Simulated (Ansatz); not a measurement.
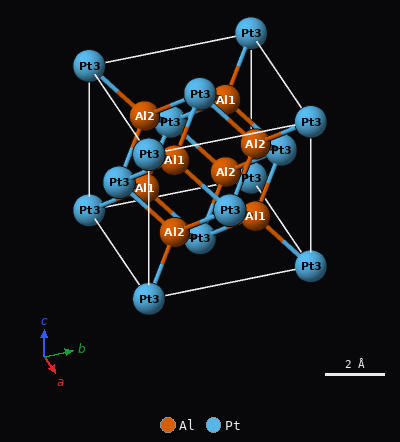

**Figure 1.** The structure (ball-and-stick view of the cell 4 times as large as that of the calculation, set on its symmetry axes, seen at an oblique angle; atoms are numbered from 1 in the order of the input). An atom can appear more than once, as a periodic image. Near neighbours in the periodic cell (some may lie outside the picture): Al has 4 Pt at 2.56 Å; Pt has 8 Al at 2.56 Å.

## Al$_{2}$Pt: a changed input and its effect

System: Al$_{2}$Pt (3 atoms in the cell).
Method of the first run: DFT PBEsol, spin-orbit coupling, plane waves, PAW (Ansatz 0.2.0).

The structure derives from an entry of the Crystallography Open Database. Text and figures count atoms from 1; the logs count them from 0 in places.

The input, the first run:
```yaml
crystal:
  lattice:
    - [0.0, 2.9550006156, 2.9550006156]
    - [2.9550006156, 0.0, 2.9550006156]
    - [2.9550006156, 2.9550006156, 0.0]
  atoms:
    - { symbol: Al, position: [0.25, 0.25, 0.25] }
    - { symbol: Al, position: [0.75, 0.75, 0.75] }
    - { symbol: Pt, position: [0.0, 0.0, 0.0] }
basis:
  ecutwfc: 420
  ecutrho_ratio: 4
kpoints:
  mp_grid: { grid: [8, 8, 8] }
hamiltonian:
  xc: pbesol
scf:
  occupations: { method: gaussian, width: 0.05 }
output:
  forces: true
  stress: true
  eigenvalues: true
  populations: true
  states_by_energy: { minimum_broadening: 0.05 }
magnetization:
  noncollinear: true
  spin_orbit: true
```

Launched with:
```bash
ansatz run input.yaml --threads 4 --pin off --max-ram 9216MiB --backend cpu --events-out ev --progress --plain --runs-dir out
```

Hardware: 4 threads of Arm Neoverse V1, 24 GiB of memory available, shared host.

Output, shortened to warnings, some set-up lines, iterations and results (the first run):
```
Basis set: ecut = 420 eV, 965 PW (Γ), exchange–correlation on 60×60×60 points (8 copies of the dense FFT grid, shifted against one another)
Symmetry: 48 space group operations + 48 with time reversal
k-points: 29 of 512
Initial density: superposition of atomic densities (chi_scale 0.1, normalization cell, long waves kept (reshape's long-wave potential 0.00 eV rms))
[...]
SCF iter   1: F=—  HF=-13470.672606 eV  |F-HF|=—  |Δ(HF+E_count)|=         —  Δρ=9.49e-2  dr2=5.65e0  dr2_m=0.00e0 (ungated)  ethr=3.10e-3  |M|=0.00e0 ∫|m|=0.00e0 μB  …
SCF iter   2: F=—  HF=-13469.680089 eV  |F-HF|=—  |Δ(HF+E_count)|=   9.93e-1  Δρ=4.63e-2  dr2=1.06e0  dr2_m=0.00e0 (ungated)  ethr=3.10e-3  |M|=0.00e0 ∫|m|=0.00e0 μB  …
SCF iter   3: F=—  HF=-13469.447848 eV  |F-HF|=—  |Δ(HF+E_count)|=   2.32e-1  Δρ=1.41e-2  dr2=6.00e-2  dr2_m=0.00e0 (ungated)  ethr=3.10e-3  |M|=0.00e0 ∫|m|=0.00e0 μB  …
SCF iter   4: F=—  HF=-13469.445505 eV  |F-HF|=—  |Δ(HF+E_count)|=   2.34e-3  Δρ=2.60e-3  dr2=5.24e-3  dr2_m=0.00e0 (ungated)  ethr=2.50e-4  |M|=0.00e0 ∫|m|=0.00e0 μB  …
SCF iter   5: F=—  HF=-13469.444728 eV  |F-HF|=—  |Δ(HF+E_count)|=   7.77e-4  Δρ=3.86e-4  dr2=1.22e-4  dr2_m=0.00e0 (ungated)  ethr=2.18e-5  |M|=0.00e0 ∫|m|=0.00e0 μB  …
SCF iter   6: F=—  HF=-13469.444709 eV  |F-HF|=—  |Δ(HF+E_count)|=   1.92e-5  Δρ=3.47e-5  dr2=4.45e-7  dr2_m=0.00e0 (ungated)  ethr=5.10e-7  |M|=0.00e0 ∫|m|=0.00e0 μB  …
SCF iter   7: F=—  HF=-13469.444706 eV  |F-HF|=—  |Δ(HF+E_count)|=   3.31e-6  Δρ=1.19e-5  dr2=1.06e-7  dr2_m=0.00e0 (ungated)  ethr=4.17e-10  |M|=0.00e0 ∫|m|=0.00e0 μB  …
SCF iter   8: F=-13469.444706 eV  HF=-13469.444706 eV  |F-HF|=4.37e-11  |Δ(HF+E_count)|=   2.93e-8  Δρ=6.88e-7  dr2=1.07e-10  dr2_m=0.00e0 (ungated)  ethr=4.17e-10  …
SCF 1 converged in 8 iterations: F = -13469.444706 eV  dr2 = 1.07e-10
NSCF: frozen V_eff on 8 k-points
SCF converged after 8 iterations
Magnetization: |M| = 0.0000 μB,  M = (+0.0000, +0.0000, +0.0000) μB
Absolute magnetization: 0.0000 μB (∫|m|)
  site 0: m = (+0.0000, +0.0000, +0.0000) μB, |m| = 0.0000 μB  (R = 1.06 Å)
  site 1: m = (+0.0000, +0.0000, +0.0000) μB, |m| = 0.0000 μB  (R = 1.06 Å)
  site 2: m = (+0.0000, +0.0000, +0.0000) μB, |m| = 0.0000 μB  (R = 1.06 Å)
Free energy (F): -13469.444706 eV
Harris-Foulkes:  -13469.444706 eV  (|F-HF|=4.37e-11)
Internal energy: -13469.443516 eV  (E = F + TS)
E sigma→0 (E₀):  -13469.444111 eV
Entropy (-TS):   -0.001190 eV (-0.397 meV/atom)
Fermi energy:    11.221622 eV
--- Per-component energies (eV) ---
  E_band       = -319.874389
  E_kinetic    = 686.871293
  E_local      = -2697.551783  (includes V_loc(G=0)·N_el)
  E_nonlocal   = 208.842565
  E_hartree    = 1069.866464
  E_xc         = -341.265682
  E_vxc        = -363.624745  (∫ρ·V_xc dr)
  E_paw        = -10251.384836  (= ΣΔE_a)
  E_vpaw       = -294.144464  (= ΣTr[D̂ρ^β])
  E_aug_tail   = 0.000142  (compensation charges beyond the density's cutoff)
  E_ewald      = -2145.152251
  E_core_change = 0.330573  (= ΣΔE_core)
  E_smearing   = -0.001190  (= −TS)
  E_closure    = 0.000000  (closes the sum)
  Σ components = -13469.444706   (vs F -13469.444706, Δ=0.00e0)
--- Forces (eV/Å), atoms counted from 1 ---
  atom   1  Al    -0.00000000    -0.00000000     0.00000000
  atom   2  Al    -0.00000000    -0.00000000     0.00000000
  atom   3  Pt    -0.00000000     0.00000000     0.00000000
  max |Σ_I F_I| component: 2.31e-17 eV/Å
--- Stress (GPa, compression-positive) ---
       -1.464264       0.000000      -0.000000
        0.000000      -1.464264      -0.000000
        0.000000      -0.000000      -1.464264
  P = ⅓ Tr σ = -1.4643 GPa (-14.643 kbar)
--- Löwdin populations: 3 sites ---
  site symbol       q [e]
     0     Al      3.0100
     1     Al      3.0100
     2     Pt     17.7982
  spilling = 0.007578 (of n_electrons = 24.000000)
```

The input of the second run differs as follows (lines with − go, lines with + come):
```diff
-  xc: pbesol
+  xc: revpbe
-  eigenvalues: true
-  populations: true
-  states_by_energy: { minimum_broadening: 0.05 }
+accuracy: low
```

What does this change do to the results?

The total energies belong to different methods, so their difference says nothing on which is more stable or more accurate. The pressure goes from −1.46 to 3.66 GPa. The functional changes from PBEsol to revPBE. The number of SCF iterations is the same. On the same kind of shared host the second run took about 0.0065 times as long.

Output, shortened to warnings, some set-up lines, iterations and results (the second run):
```
Basis set: ecut = 420 eV, 965 PW (Γ), exchange–correlation on 60×60×60 points (8 copies of the dense FFT grid, shifted against one another)
Symmetry: 48 space group operations + 48 with time reversal
k-points: 29 of 512
Initial density: superposition of atomic densities (chi_scale 0.1, normalization cell, long waves kept (reshape's long-wave potential 0.00 eV rms))
[...]
SCF iter   1: F=—  HF=-13650.266176 eV  |F-HF|=—  |Δ(HF+E_count)|=         —  Δρ=9.07e-2  dr2=5.15e0  dr2_m=0.00e0 (ungated)  ethr=3.10e-3  |M|=0.00e0 ∫|m|=0.00e0 μB  …
SCF iter   2: F=—  HF=-13649.427624 eV  |F-HF|=—  |Δ(HF+E_count)|=   8.39e-1  Δρ=4.53e-2  dr2=1.02e0  dr2_m=0.00e0 (ungated)  ethr=3.10e-3  |M|=0.00e0 ∫|m|=0.00e0 μB  …
SCF iter   3: F=—  HF=-13649.244246 eV  |F-HF|=—  |Δ(HF+E_count)|=   1.83e-1  Δρ=1.41e-2  dr2=6.17e-2  dr2_m=0.00e0 (ungated)  ethr=3.10e-3  |M|=0.00e0 ∫|m|=0.00e0 μB  …
SCF iter   4: F=—  HF=-13649.250531 eV  |F-HF|=—  |Δ(HF+E_count)|=   6.29e-3  Δρ=2.48e-3  dr2=4.63e-3  dr2_m=0.00e0 (ungated)  ethr=2.57e-4  |M|=0.00e0 ∫|m|=0.00e0 μB  …
SCF iter   5: F=—  HF=-13649.249921 eV  |F-HF|=—  |Δ(HF+E_count)|=   6.10e-4  Δρ=3.34e-4  dr2=8.29e-5  dr2_m=0.00e0 (ungated)  ethr=1.93e-5  |M|=0.00e0 ∫|m|=0.00e0 μB  …
SCF iter   6: F=—  HF=-13649.249922 eV  |F-HF|=—  |Δ(HF+E_count)|=   5.84e-7  Δρ=4.10e-5  dr2=8.59e-7  dr2_m=0.00e0 (ungated)  ethr=3.45e-7  |M|=0.00e0 ∫|m|=0.00e0 μB  …
SCF iter   7: F=—  HF=-13649.249922 eV  |F-HF|=—  |Δ(HF+E_count)|=   6.62e-8  Δρ=1.66e-5  dr2=2.47e-7  dr2_m=0.00e0 (ungated)  ethr=4.17e-10  |M|=0.00e0 ∫|m|=0.00e0 μB  …
SCF iter   8: F=-13649.249922 eV  HF=-13649.249922 eV  |F-HF|=9.46e-11  |Δ(HF+E_count)|=   3.81e-8  Δρ=1.16e-6  dr2=3.34e-10  dr2_m=0.00e0 (ungated)  ethr=4.17e-10  …
SCF 1 converged in 8 iterations: F = -13649.249922 eV  dr2 = 3.34e-10
SCF converged after 8 iterations
Magnetization: |M| = 0.0000 μB,  M = (+0.0000, +0.0000, +0.0000) μB
Absolute magnetization: 0.0000 μB (∫|m|)
  site 0: m = (+0.0000, +0.0000, +0.0000) μB, |m| = 0.0000 μB  (R = 1.06 Å)
  site 1: m = (+0.0000, +0.0000, +0.0000) μB, |m| = 0.0000 μB  (R = 1.06 Å)
  site 2: m = (+0.0000, +0.0000, +0.0000) μB, |m| = 0.0000 μB  (R = 1.06 Å)
Free energy (F): -13649.249922 eV
Harris-Foulkes:  -13649.249922 eV  (|F-HF|=9.46e-11)
Internal energy: -13649.248737 eV  (E = F + TS)
E sigma→0 (E₀):  -13649.249329 eV
Entropy (-TS):   -0.001185 eV (-0.395 meV/atom)
Fermi energy:    11.418550 eV
--- Per-component energies (eV) ---
  E_band       = -315.130587
  E_kinetic    = 686.856103
  E_local      = -2693.503732  (includes V_loc(G=0)·N_el)
  E_nonlocal   = 204.320860
  E_hartree    = 1070.783665
  E_xc         = -344.063374
  E_vxc        = -363.901269  (∫ρ·V_xc dr)
  E_paw        = -10428.434507  (= ΣΔE_a)
  E_vpaw       = -290.469673  (= ΣTr[D̂ρ^β])
  E_aug_tail   = 0.000156  (compensation charges beyond the density's cutoff)
  E_ewald      = -2145.152251
  E_core_change = -0.055656  (= ΣΔE_core)
  E_smearing   = -0.001185  (= −TS)
  E_closure    = 0.000000  (closes the sum)
  Σ components = -13649.249922   (vs F -13649.249922, Δ=0.00e0)
--- Forces (eV/Å), atoms counted from 1 ---
  atom   1  Al     0.00000000    -0.00000000     0.00000000
  atom   2  Al     0.00000000    -0.00000000     0.00000000
  atom   3  Pt    -0.00000000     0.00000000    -0.00000000
  max |Σ_I F_I| component: 1.39e-17 eV/Å
--- Stress (GPa, compression-positive) ---
        3.663695       0.000000      -0.000000
        0.000000       3.663695       0.000000
        0.000000       0.000000       3.663695
  P = ⅓ Tr σ = 3.6637 GPa (36.637 kbar)
```

The two runs side by side:

```tsv
quantity	the first run	the second run
outcome	converged	converged
free energy per atom (eV)	−4489.8149	−4549.7500
gap on the mesh (eV)	0.00	–
net moment of the cell (μB)	0.00	0.00
absolute moment of the cell (μB)	0.00	0.00
pressure (GPa)	−1.46	3.66
largest force (eV/Å)	0.000	0.000
SCF iterations	8	8
irreducible k-points	29	29
plane waves at Γ	965	965
wall time (shared host)	5.3 min	2.1 s
```

For the second run: These settings are looser than, or depart from, a standard set-up, so the numbers are not reference values for this system. The input asks for low accuracy.
